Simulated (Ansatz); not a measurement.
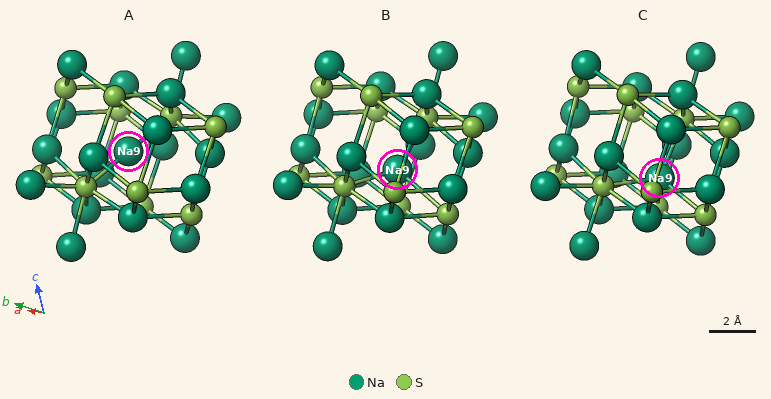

3 geometries from a converged minimum-energy path of a defect cell of composition Na15S8 with a Na vacancy (23 atoms in the cell), shuffled. Style: ball-and-stick. Shown: the atoms within 5.7 Å of the middle of the path, from a free direction. The moving atom is ringed, with any periodic copies. Bonds to atoms that aren't drawn are left out.

Method: Ansatz, DFT PBE, scalar-relativistic, plane waves, PAW. Run with plane-wave cutoff 420 eV; k-point mesh 4 × 4 × 4; Gaussian smearing 0.05 eV; 5 movable images; climbing image; force threshold 0.05 eV/Å; iteration limit 5.

### Which of them lies highest in energy?

A. In order along the path, whose images run from 0 to 6: C (image 0, 0.000 eV), B (image 1, +0.075 eV), A (image 3, +0.294 eV). It is a vacancy jump: a nearby atom moves into the empty site and leaves its own site empty. A Na atom travels furthest, 2.94 Å from end to end, along [−1 1 1], on a straight line. At the highest image its nearest neighbour (S) is 2.54 Å away, against 2.79 Å at the start, and the surrounding atoms stand up to 0.14 Å off the mean of their end positions.

Limits of the set-up: the cell has an odd number of electrons but was run without spin polarisation.

Cost: 9 min on 4 threads of Intel(R) Xeon(R) 6975P-C (Granite Rapids), with other jobs on the host, peak memory 7.2 GiB.
